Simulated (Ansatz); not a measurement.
# Single-point calculation of Si

- system: Si (8 atoms in the cell)
- method: DFT PBE, scalar-relativistic, plane waves, PAW, PAW set soft_1, no spin polarisation (Ansatz 0.2.0)

The structure derives from a Materials Project entry. Figures and captions count atoms from 1; the log counts them from 0 in places.

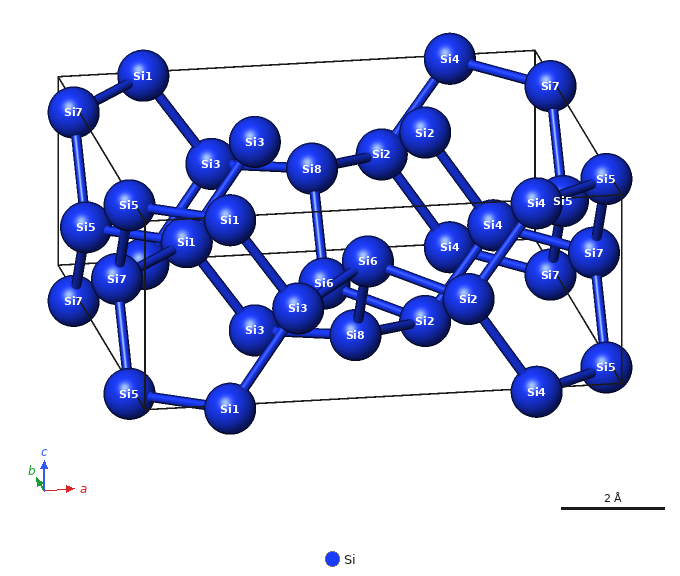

The structure as given in the input (ball-and-stick view of the cell 2 times as large as that of the calculation, set on its symmetry axes, seen at an oblique angle; atoms are numbered from 1 in the order of the input). An atom can appear more than once, as a periodic image.

Key numbers:

- outcome: converged
- space group (tolerance 0.01 Å): Amm2 (38)
- electrons treated: 32
- free energy: −5085.4417 eV
- Fermi energy: 5.746 eV
- gap on the k-point mesh: none (metallic)
- pressure: −0.43 GPa
- largest force (length of the vector): 0.604 eV/Å
- hardware: 2 threads of Arm Neoverse N1, 98 GiB of memory available, shared host
- wall time: 42 s (CPU time 83 s)
- peak memory: 0.56 GiB

The input:
```yaml
crystal:
  lattice:
    - [0.0, 0.0, 3.8608359371]
    - [3.3455832253, -3.3455832253, -1.9304179686]
    - [6.6911664507, 6.6911664507, 0.0]
  atoms:
    - { symbol: Si, position: [-0.0195513131, 0.0, 0.1786105076] }
    - { symbol: Si, position: [0.4925105371, 0.0, 0.6786105076] }
    - { symbol: Si, position: [0.4925105371, 0.0, 0.3213894924] }
    - { symbol: Si, position: [-0.0195513131, 0.0, 0.8213894924] }
    - { symbol: Si, position: [0.7687066011, 0.6427789847, 0.0] }
    - { symbol: Si, position: [0.4011131597, 0.6427789847, 0.5] }
    - { symbol: Si, position: [0.1259276164, 0.3572210153, 0.0] }
    - { symbol: Si, position: [0.758334175, 0.3572210153, 0.5] }
basis:
  ecutwfc: 420
kpoints:
  mp_grid: { grid: [10, 10, 4] }
hamiltonian:
  xc: pbe
  pseudopotentials: { kind: paw, azcp: { folder: soft_1 } }
scf:
  occupations: { method: gaussian, width: 0.05 }
output:
  forces: true
  stress: true
  eigenvalues: true
  write_density: true
  write_potential: true
  elf: true
  volumetric_format: npy
```

Launch command:
```bash
ansatz run input.yaml --threads 2 --pin off --max-ram 4096MiB --backend cpu --events-out ev --progress --plain --runs-dir out
```

The program's output:
```
Engine: ansatz 0.2.0, aarch64-unknown-linux-gnu
Pseudopotentials: kind: paw
Pseudopotential: Si, paw, valence charge 4, recommended cutoff 420 eV (normal), [file]
Functional definition: PBE
  parameter kappa = 0.804
  parameter beta = 0.06672455060314922
  exchange = pbe_x(kappa = kappa, mu = beta*pi^2/3)
  correlation = pbe_c(beta = beta)
Crystal: 8 atoms, lattice volume = 172.856 Å³
Basis set: ecut = 420 eV, 3399 PW (Γ), exchange–correlation on 54×72×128 points (8 copies of the dense FFT grid, shifted against one another)
Bands: 24, of which v1, the nominal top of the filled ones, is band 16 counted from 1 (15 counted from 0)
Symmetry: 4 space group operations
Space group: Amm2 (ITA 38), of the structure as read, at distance tolerance 5.6e-5 Å
k-points: 93 of 400 (time reversal used)
Non-local potential: Si, projectors of the file, l = 0: 2, l = 1: 2, l = 2: 1
PAW form: soft (Blöchl's): semilocal exchange-correlation on the pseudo side does not see the compensation charge
PAW one-centre angular grid: Si, 110 points (default); XC on 64 Gauss nodes
Initial density: superposition of atomic densities (chi_scale 0.1, normalization cell)
Initial wavefunctions: pseudopotential atomic-orbital guess
Functional: x = pbe(κ = 0.804, μ = 0.2195149727645171), c = pbe(β = 0.06672455060314922)
SCF iter   1: F=—  HF=-5086.263523 eV  |F-HF|=—  |Δ(HF+E_count)|=         —  Δρ=4.37e-2  dr2=3.35e0  ethr=3.10e-3  ⟨swp⟩=8.6  Hψ=15077  notcnv=0  defer=1
preconditioner: auto → Resta (q_TF=auto, 2.060 Å⁻¹)  ε∞=5.2  [insulator: Δε(μ)=0.320 eV  Ē_g=7.783 eV  σ=0.050 eV  W_gap=1.00  n_scr=28 (ndim 8)  ℏωp=16.0 eV  f_vac=0.000  D(μ)=0.00/eV (n_scr^D=0)  ε∞_Penn≈5.2]
SCF iter   2: F=—  HF=-5085.697702 eV  |F-HF|=—  |Δ(HF+E_count)|=   5.66e-1  Δρ=2.51e-2  dr2=1.16e0  ethr=3.10e-3  ⟨swp⟩=1.5  Hψ=3078  notcnv=0  defer=62
SCF iter   3: F=—  HF=-5085.427601 eV  |F-HF|=—  |Δ(HF+E_count)|=   2.70e-1  Δρ=2.56e-3  dr2=1.43e-2  ethr=3.10e-3  ⟨swp⟩=3.0  Hψ=3952  notcnv=0  defer=62
SCF iter   4: F=—  HF=-5085.440659 eV  |F-HF|=—  |Δ(HF+E_count)|=   1.31e-2  Δρ=5.50e-4  dr2=1.45e-3  ethr=4.47e-5  ⟨swp⟩=2.4  Hψ=3971  notcnv=0  defer=237
SCF iter   5: F=—  HF=-5085.441509 eV  |F-HF|=—  |Δ(HF+E_count)|=   8.49e-4  Δρ=1.63e-4  dr2=1.22e-4  ethr=4.52e-6  ⟨swp⟩=2.5  Hψ=3329  notcnv=0  defer=237
SCF iter   6: F=—  HF=-5085.441637 eV  |F-HF|=—  |Δ(HF+E_count)|=   1.29e-4  Δρ=6.13e-5  dr2=2.02e-5  ethr=3.82e-7  ⟨swp⟩=2.0  Hψ=3396  notcnv=0  defer=237
SCF iter   7: F=—  HF=-5085.441681 eV  |F-HF|=—  |Δ(HF+E_count)|=   4.39e-5  Δρ=1.50e-5  dr2=6.31e-7  ethr=6.32e-8  ⟨swp⟩=2.2  Hψ=3153  notcnv=0  defer=237
SCF iter   8: F=-5085.441683 eV  HF=-5085.441683 eV  |F-HF|=3.22e-8  |Δ(HF+E_count)|=   1.56e-6  Δρ=3.45e-6  dr2=4.22e-8  ethr=3.13e-10  ⟨swp⟩=18.0  Hψ=20335  notcnv=0
SCF 1 converged in 8 iterations: F = -5085.441683 eV  dr2 = 4.22e-8
  greatest PAW one-centre occupation: 0.628 electrons in one spin orbital (limit 2), on the Si atom at site 7 (counted from 0), in its partial waves of l = 0
```

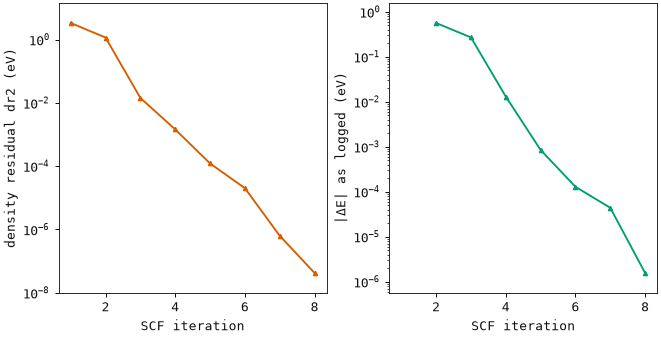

Convergence of the self-consistent field: density residual dr2 and size of the energy change against the SCF iteration. The residual falls at every step.

```
SCF converged after 8 iterations
Free energy (F): -5085.441683 eV
Harris-Foulkes:  -5085.441683 eV  (|F-HF|=3.22e-8)
Internal energy: -5085.441413 eV  (E = F + TS)
E sigma→0 (E₀):  -5085.441548 eV
Entropy (-TS):   -0.000270 eV (-0.034 meV/atom)
Fermi energy:    5.745725 eV
--- Per-component energies (eV) ---
  E_band       = 16.378035
  E_kinetic    = 321.041926
  E_local      = -254.696225  (includes V_loc(G=0)·N_el)
  E_nonlocal   = 181.175297
  E_hartree    = 79.937409
  E_xc         = -449.289839
  E_vxc        = -378.775615  (∫ρ·V_xc dr)
  E_paw        = -4091.986416  (= ΣΔE_a)
  E_vpaw       = -12.242291  (= ΣTr[D̂ρ^β])
  E_aug_tail   = 0.000304  (compensation charges beyond the density's cutoff)
  E_ewald      = -871.623869
  E_smearing   = -0.000270  (= −TS)
  E_closure    = 0.000000  (closes the sum)
  Σ components = -5085.441683   (vs F -5085.441683, Δ=0.00e0)
--- Forces (eV/Å), atoms counted from 1 ---
  atom   1  Si    -0.05760707    -0.05760707     0.16135658
  atom   2  Si    -0.15814268    -0.15814268     0.10489547
  atom   3  Si     0.15814268     0.15814268     0.10489547
  atom   4  Si     0.05760707     0.05760707     0.16135658
  atom   5  Si     0.02069887    -0.02069887     0.30025252
  atom   6  Si     0.14813971    -0.14813971    -0.56650247
  atom   7  Si    -0.02069887     0.02069887     0.30025252
  atom   8  Si    -0.14813971     0.14813971    -0.56650247
  max |Σ_I F_I| component: 4.20e-6 eV/Å
--- Stress (GPa, compression-positive) ---
       -0.471845       0.138076       0.000000
        0.138076      -0.471845      -0.000000
        0.000000      -0.000000      -0.360130
  P = ⅓ Tr σ = -0.4346 GPa (-4.346 kbar)
--- Band table (eV; the first three rows and the last of 93) ---
  k-point 0: bands = ["-6.2714", "-5.2736", "-4.3740", "-2.1488", "0.1494", "0.1606", "0.3897", "0.7678", "1.9954", "2.8932", "3.7186", "3.7956", "4.0758", "4.1731", "4.2295", "5.1932", "6.7524", "7.1635", "7.1705", "7.6142", "7.6239", "7.6587", "7.9264", "7.9619"]
  k-point 1: bands = ["-6.1867", "-5.5603", "-3.9535", "-2.4831", "0.1784", "0.2154", "0.3463", "0.6408", "2.4095", "3.1700", "3.7002", "3.7792", "4.0864", "4.1446", "4.1608", "4.6815", "6.7222", "6.7991", "7.1876", "7.6178", "7.6865", "7.7903", "7.8126", "8.0276"]
  k-point 2: bands = ["-5.9465", "-5.9309", "-3.2115", "-3.1989", "0.2479", "0.2563", "0.3768", "0.4252", "3.2061", "3.2129", "3.8063", "3.8711", "3.9420", "3.9524", "4.1237", "4.1422", "6.4518", "6.4526", "7.3904", "7.5356", "7.6824", "7.7400", "8.1901", "8.3479"]
  k-point 92: bands = ["-4.3453", "-4.2939", "-2.2536", "-2.2421", "-2.0203", "-2.0174", "-0.5478", "-0.5061", "1.3034", "1.3241", "2.9696", "2.9906", "3.2249", "3.2793", "3.6406", "3.6512", "6.9113", "6.9686", "7.6008", "7.6342", "8.2042", "8.2468", "9.1933", "9.2027"]
```

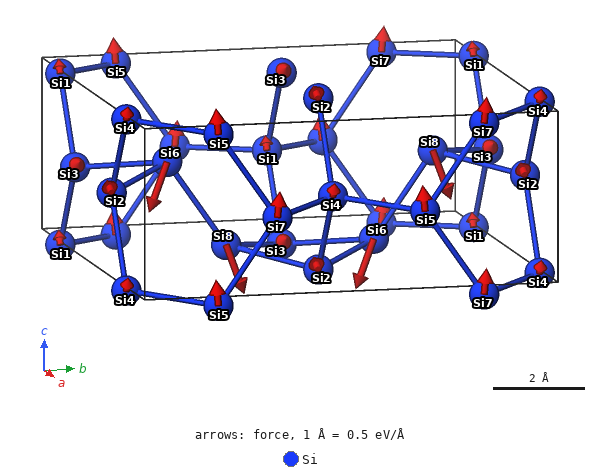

Forces on the atoms as red arrows (ball-and-stick view of the cell 2 times as large as that of the calculation, set on its symmetry axes, seen slightly off an axis; atoms are numbered from 1 in the order of the input). The largest act on Si6, Si8 (0.60 eV/Å); Si5, Si7 (0.30 eV/Å); Si2, Si3 (0.25 eV/Å). The geometry is not a stationary point of this energy.

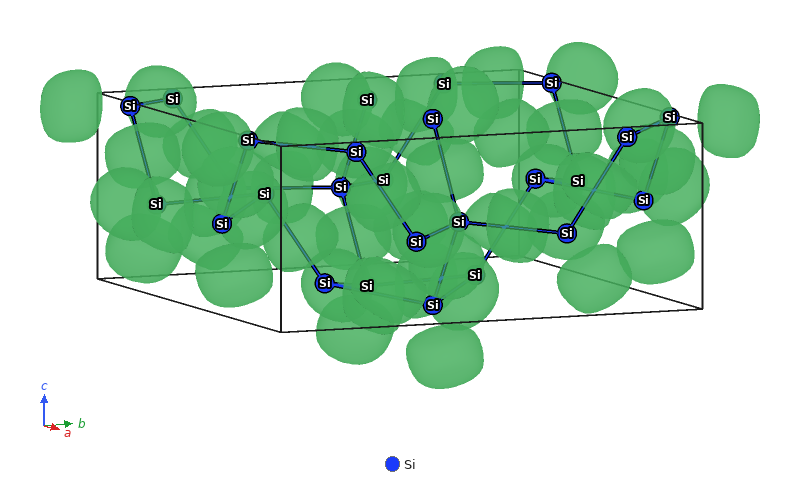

Isosurface of the electron localisation function at 0.75 (green), seen slightly off an axis. Core shells and regions of very low density are left out. Sticks mark near contacts. The outline is the cell set on symmetry axes. Values along the shortest contacts: In a PAW calculation such maps are meaningful between the atoms, not at the nuclei.

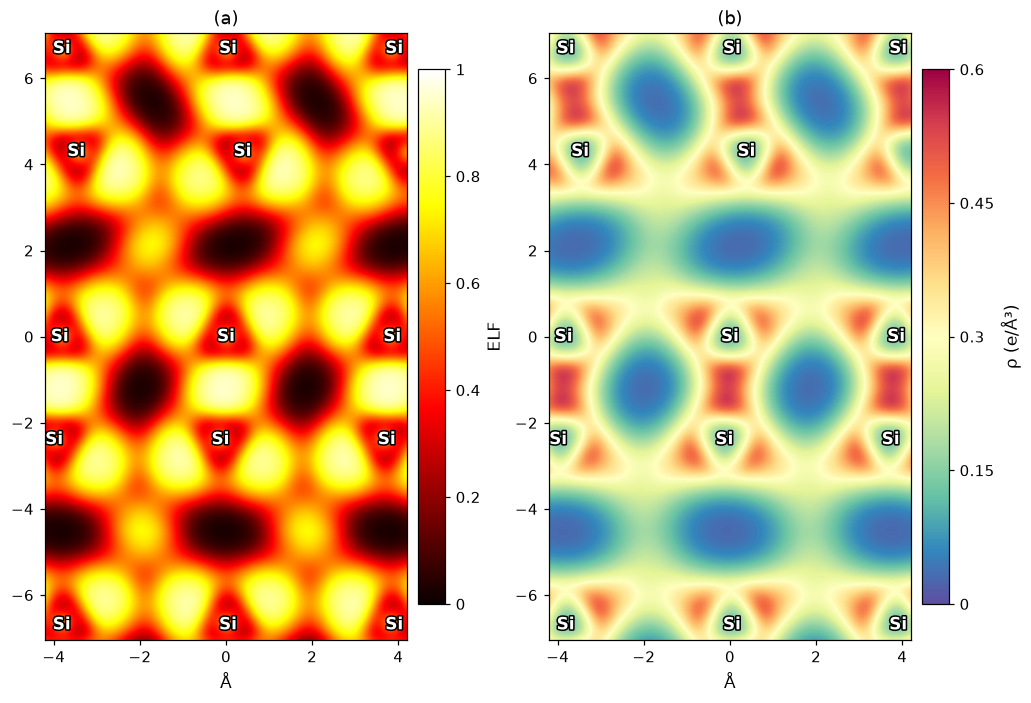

(a) electron localisation function; (b) valence pseudo-density on the (110) plane of the conventional cell. Away from the nuclei the density in this plane falls to 0.03 e/Å³ at its lowest.
